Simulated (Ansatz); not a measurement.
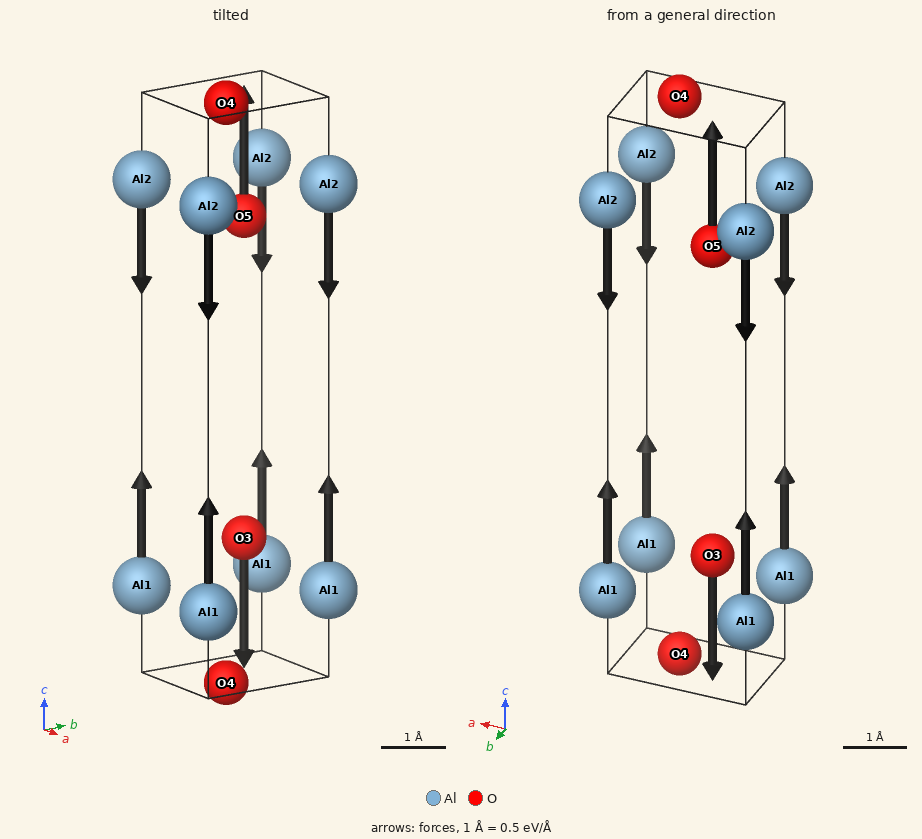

This spheres-only model is shown slightly off an axis and from a general direction. Lines trace the edges of the simulation cell. The arrows are the computed forces on the atoms.

System: Al₂O₃. Theory: DFT LDA, scalar-relativistic, plane waves, PAW (Ansatz 0.2.0). Numerical settings: plane waves up to 420 eV, a 12×12×4 k-point mesh, Gaussian smearing of 0.05 eV, no spin polarisation.

Question: Judging by the arrows, is the geometry relaxed?

Answer: No. The atoms still feel forces of up to about 0.87 eV/Å, far above a usual threshold of 0.01 to 0.03 eV/Å.

Question: Name the atom under the greatest force.

Answer: O3 and O5, about 0.87 eV/Å.

The model was built from a structure listed in the Materials Project. The cell was then strained or its atoms displaced on purpose. A calculation with Ansatz used it as input.
